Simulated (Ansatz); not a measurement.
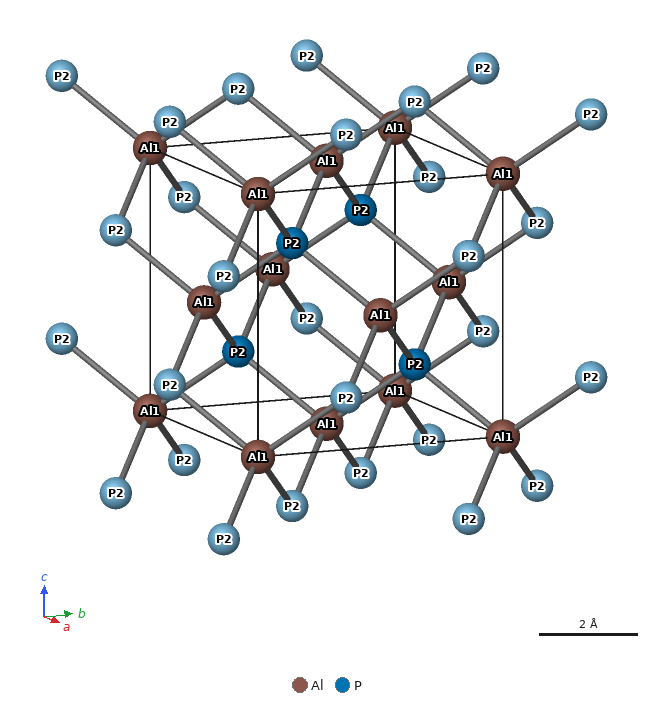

The input geometry (ball-and-stick view of the cell 4 times as large as that of the calculation, set on its symmetry axes, seen slightly off an axis; neighbours outside the cell are drawn fainter; atoms are numbered from 1 in the order of the input).

# Phonon calculation, with input and output: AlP

System: AlP (F-43m, 2 atoms in the cell).
Method: DFT LDA, scalar-relativistic, plane waves, PAW, no spin polarisation (Ansatz 0.2.0).

The structure derives from an entry of the Crystallography Open Database. It belongs to a series of runs on one base structure; here: zone-centre phonons at -3 GPa. Figures and captions count atoms from 1; the log counts them from 0 in places.

## The input
```yaml
crystal:
  lattice:
    - [0.0, 2.7494206138, 2.7494206138]
    - [2.7494206138, 0.0, 2.7494206138]
    - [2.7494206138, 2.7494206138, 0.0]
  atoms:
    - { symbol: Al, position: [0.0, 0.0, 0.0] }
    - { symbol: P, position: [0.75, 0.75, 0.75] }
basis:
  ecutwfc: 420
kpoints:
  mp_grid: { grid: [8, 8, 8] }
hamiltonian:
  xc: lda
scf:
  occupations: { method: fixed }
output:
  eigenvalues: true
phonons:
  method: dfpt
  dielectric: true
  rigid_motions: translations
  eigenvectors: true
```

Machine: 1 thread of Intel Xeon @ 2.50GHz (Skylake/Cascade Lake), 189 GiB of memory available, shared host.

Launched with:
```bash
ansatz run input.yaml --threads 1 --pin off --max-ram 3072MiB --backend cpu --events-out ev --progress --plain --runs-dir out
```

## Log
```
Engine: ansatz 0.2.0, x86_64-unknown-linux-gnu
Pseudopotentials: kind: paw
Pseudopotential: Al, paw, valence charge 3, recommended cutoff 420 eV (normal), Al.paw.azcp
Pseudopotential: P, paw, valence charge 5, recommended cutoff 420 eV (normal), P.paw.azcp
Functional definition: SPW92
  exchange = slater_x
  correlation = pw_c
Crystal: 2 atoms, lattice volume = 41.567 Å³
Basis set: ecut = 420 eV, 869 PW (Γ), exchange–correlation on 54×54×54 points (8 copies of the dense FFT grid, shifted against one another)
Bands: 8, of which v1, the nominal top of the filled ones, is band 4 counted from 1 (3 counted from 0)
Symmetry: 24 space group operations
k-points: 95 of 512 (irreducible under 4 space group operations, time reversal used)
Non-local potential: Al, projectors of the file, l = 0: 2, l = 1: 2, l = 2: 1
Non-local potential: P, projectors of the file, l = 0: 2, l = 1: 2, l = 2: 2
PAW form: soft (Blöchl's): semilocal exchange-correlation on the pseudo side does not see the compensation charge
PAW frozen core: Al, regenerated for the run's functional, and the local potential with it (the file was generated under x = pbe(κ = 0.804, μ = 0.2195149727645171), c = pbe(β = 0.06672455060314922))
PAW frozen core: P, regenerated for the run's functional, and the local potential with it (the file was generated under x = pbe(κ = 0.804, μ = 0.2195149727645171), c = pbe(β = 0.06672455060314922))
PAW one-centre angular grid: Al, 110 points (default); XC on 64 Gauss nodes
PAW one-centre angular grid: P, 110 points (default); XC on 64 Gauss nodes
Initial density: superposition of atomic densities (neutral atoms: chi_scale 0, normalization atom), corrected by the library's trained network
Initial wavefunctions: pseudopotential atomic-orbital guess
Functional: x = slater, c = lda
SCF iter   1: F=—  HF=-1240.030081 eV  |F-HF|=—  |Δ(HF+E_count)|=         —  Δρ=4.36e-3  dr2=8.40e-3  ethr=1.77e-3  ⟨swp⟩=5.5  Hψ=5588  notcnv=0  defer=176
preconditioner: auto → none  [insulator: Δε(μ)=1.445 eV  Ē_g=9.759 eV  n_scr=8 (ndim 8)  ℏωp=16.3 eV  f_vac=0.000  ε∞_Penn≈3.8]
SCF iter   2: F=—  HF=-1240.027629 eV  |F-HF|=—  |Δ(HF+E_count)|=   2.45e-3  Δρ=1.95e-3  dr2=9.75e-4  ethr=1.05e-4  ⟨swp⟩=2.5  Hψ=1927  notcnv=0  defer=180
SCF iter   3: F=—  HF=-1240.027424 eV  |F-HF|=—  |Δ(HF+E_count)|=   2.05e-4  Δρ=5.37e-4  dr2=1.01e-4  ethr=1.22e-5  ⟨swp⟩=2.6  Hψ=1157  notcnv=0  defer=182
SCF iter   4: F=—  HF=-1240.027409 eV  |F-HF|=—  |Δ(HF+E_count)|=   1.51e-5  Δρ=3.30e-5  dr2=3.21e-7  ethr=1.27e-6  ⟨swp⟩=2.1  Hψ=1044  notcnv=0  defer=167
SCF iter   5: F=—  HF=-1240.027410 eV  |F-HF|=—  |Δ(HF+E_count)|=   7.27e-7  Δρ=7.37e-6  dr2=1.44e-8  ethr=4.01e-9  ⟨swp⟩=2.2  Hψ=1181  notcnv=0  defer=147
SCF iter   6: F=—  HF=-1240.027410 eV  |F-HF|=—  |Δ(HF+E_count)|=   3.38e-9  Δρ=5.36e-7  dr2=1.79e-10  ethr=1.80e-10  ⟨swp⟩=2.5  Hψ=1140  notcnv=0  defer=147
SCF iter   7: F=-1240.027410 eV  HF=-1240.027410 eV  |F-HF|=6.82e-13  |Δ(HF+E_count)|=  9.80e-11  Δρ=3.54e-8  dr2=5.83e-13  ethr=1.25e-12  ⟨swp⟩=10.7  Hψ=6144  notcnv=0
SCF 1 converged in 7 iterations: F = -1240.027410 eV  dr2 = 5.83e-13
  greatest PAW one-centre occupation: 0.777 electrons in one spin orbital (limit 2), on the P atom at site 1 (counted from 0), in its partial waves of l = 0
DFPT response loops at Γ: preconditioner auto → none (the input reference at scf.mixing.eps_inf says where Resta's filter doesn't serve); β = 0.50; Broyden in place of MSR1
── the response to a field inside a basis, on 8×8×8 k-points: an SCF that follows is theirs, and a resumed run solves both again ──
Bands: 5, of which v1, the nominal top of the filled ones, is band 4 counted from 1 (3 counted from 0)
k-points: 60 of 512 (irreducible under 6 space group operations, time reversal used)
Initial density: handed on by an earlier stage of this run
Initial wavefunctions: pseudopotential atomic-orbital guess (no wavefunctions were taken with the density)
Eigensolver: Dense (60 Hₖ)
SCF iter   1: F=—  HF=-1240.028375 eV  |F-HF|=—  |Δ(HF+E_count)|=         —  Δρ=8.27e-5  dr2=1.56e-6  ethr=1.00e-1
preconditioner: auto → none  [insulator: Δε(μ)=1.684 eV  Ē_g=7.641 eV  n_scr=8 (ndim 8)  ℏωp=16.3 eV  f_vac=0.000  ε∞_Penn≈5.5]
SCF iter   2: F=—  HF=-1240.028375 eV  |F-HF|=—  |Δ(HF+E_count)|=   9.38e-8  Δρ=4.04e-5  dr2=1.36e-7  ethr=1.96e-8
SCF iter   3: F=-1240.028375 eV  HF=-1240.028375 eV  |F-HF|=2.42e-8  |Δ(HF+E_count)|=   8.05e-8  Δρ=1.83e-5  dr2=2.46e-8  ethr=1.70e-9
SCF 1 converged in 3 iterations: F = -1240.028375 eV  dr2 = 2.46e-8
DFPT response loops at Γ: mixed as the last ones told, above
WARN: field response: ε∞ stands inside a basis, on 8×8×8 points; the force constants stand on the 8×8×8 k-mesh, whose period is 12.98 times the interband length at k = (0.0000, 0.0000, 0.0000), direct gap 2.926 eV, under 14: take them and everything formed from them as unconverged, and compare with a denser kpoints.mp_grid
SCF converged after 7 iterations
Free energy (F): -1240.027410 eV
Harris-Foulkes:  -1240.027410 eV  (|F-HF|=6.82e-13)
Internal energy: -1240.027410 eV  (E = F + TS)
E sigma→0 (E₀):  -1240.027410 eV
Fermi energy:    4.663356 eV
--- Per-component energies (eV) ---
  E_band       = 2.023940
  E_kinetic    = 93.378681
  E_local      = -85.668523  (includes V_loc(G=0)·N_el)
  E_nonlocal   = 46.403267
  E_hartree    = 25.170939
  E_xc         = -100.420995
  E_vxc        = -90.050357  (∫ρ·V_xc dr)
  E_paw        = -983.457751  (= ΣΔE_a)
  E_vpaw       = -12.381005  (= ΣTr[D̂ρ^β])
  E_aug_tail   = -0.000001  (compensation charges beyond the density's cutoff)
  E_ewald      = -235.606095
  E_core_change = 0.173068  (= ΣΔE_core)
  E_smearing   = -0.000000  (= −TS)
  E_closure    = 0.000000  (closes the sum)
  Σ components = -1240.027410   (vs F -1240.027410, Δ=0.00e0)
--- Band table (eV; the first three rows and the last of 95) ---
  k-point 0: bands = ["-6.7247", "4.6634", "4.6634", "4.6634", "7.5892", "9.1089", "9.1089", "9.1089"]
  k-point 1: bands = ["-6.5558", "3.4212", "4.5171", "4.5171", "8.0893", "9.3863", "9.3863", "9.5492"]
  k-point 2: bands = ["-6.0807", "1.4910", "4.2266", "4.2266", "7.7555", "9.6936", "9.6936", "11.3030"]
  k-point 94: bands = ["-4.3889", "-0.2405", "1.5333", "1.8845", "8.8757", "10.3963", "10.6576", "10.8417"]
--- Phonons (Γ-DFPT): 2 representative perturbations + reference, on 95 of 512 k-points (Σ response iterations 6) ---
  k mesh reduced under 4 symmetry operations, with k and −k counted as one. Each operation leaves every solved perturbation unchanged. A smaller set is not considered because the run solves the response to a homogeneous field
  ASR residual: 2.633e-5 → 0.000e0 eV/Å²; symmetrization residual: 1.266e-7 eV/Å²
  ASR residual per site (eV/Å²): 2.98e-7 2.63e-5
  Γ frequencies (cm⁻¹): 0.00 0.00 0.00 421.60 421.60 421.60
  ε∞ (high-frequency dielectric tensor):
        8.393047     0.000000     0.000000
        0.000000     8.393047     0.000000
        0.000000     0.000000     8.393047
  ε⁰ (static dielectric tensor: ions relaxed, cell fixed):
       10.710112    -0.000000     0.000000
       -0.000000    10.710112    -0.000000
        0.000000    -0.000000    10.710112
  ε⁰ − ε∞ (ionic part):
        2.317066    -0.000000    -0.000000
       -0.000000     2.317066    -0.000000
       -0.000000    -0.000000     2.317066
  softest optical mode at Γ: 421.60 cm⁻¹; the repairs (sum rule, projections) moved no ω² at Γ by more than (0.49 cm⁻¹)²
  Born effective charges Z* (e; rows j = field, columns β = displacement):
    site 0:
         2.23984   -0.00000    0.00000
        -0.00000    2.23984    0.00000
        -0.00000    0.00000    2.23984
    site 1:
        -2.23984    0.00000   -0.00000
         0.00000   -2.23984   -0.00000
         0.00000   -0.00000   -2.23984
  Z* charge neutrality: 2.435e-4 e pre-enforcement
  solved inside a basis spanned on kpoints, on 8×8×8 k-points, its susceptibility summed on 12×12×12: ε∞ is read to err by 2.3e-2, Z* by 7.7e-3 e (field_mesh: kpoints solves on kpoints); Z* is corrected for what the basis lacks
  optical modes at Γ without the LO–TO term, one row a degenerate level:
      ω (cm⁻¹)  modes    IR ((D/Å)²/amu)
        421.60      3            24.0797
  optical modes at Γ + LO–TO along q̂ = [1.0000, 0.0000, 0.0000]:
      ω (cm⁻¹)  modes    IR ((D/Å)²/amu)
        421.60      2            16.0531
        476.25      1             8.0266
  optical modes at Γ + LO–TO along q̂ = [0.0000, 1.0000, 0.0000]:
      ω (cm⁻¹)  modes    IR ((D/Å)²/amu)
        421.60      2            16.0531
        476.25      1             8.0266
  optical modes at Γ + LO–TO along q̂ = [0.0000, 0.0000, 1.0000]:
      ω (cm⁻¹)  modes    IR ((D/Å)²/amu)
        421.60      2            16.0531
        476.25      1             8.0266
```

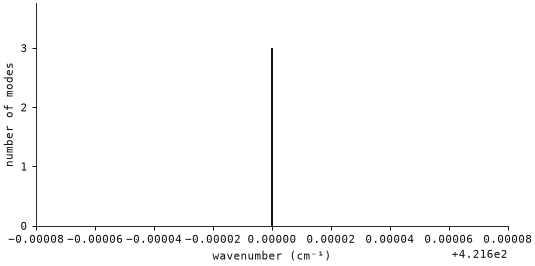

Optical phonons at the zone centre (no LO–TO term); neighbouring modes closer than 3 cm⁻¹ are counted in one stick. 3 modes from 422 to 422 cm⁻¹, none imaginary.

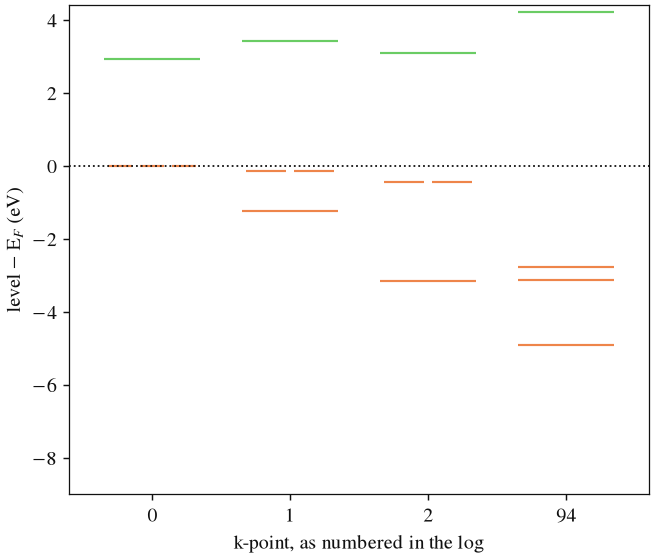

Kohn–Sham levels near the Fermi level (dotted) at the few k-points that the log prints; levels within 0.02 eV of each other stand side by side. Among these points the highest filled and lowest empty levels are 2.93 eV apart; the gap on the full mesh, 1.49 eV, has an edge at a point that isn't printed.

## Summary

- outcome: converged
- space group (tolerance 0.01 Å): F-43m (216)
- electrons treated: 8
- free energy: −1240.0274 eV
- Fermi energy: 4.663 eV
- gap on the k-point mesh: 1.49 eV
- ε∞ (xx, yy, zz): 8.39, 8.39, 8.39
- Born charges (mean of the diagonal): Al1 (2.24 e); P2 (−2.24 e)
- wall time: 60 s
- peak memory: 0.44 GiB

## Notes

The program warns: the k-point mesh is coarse for the field response.
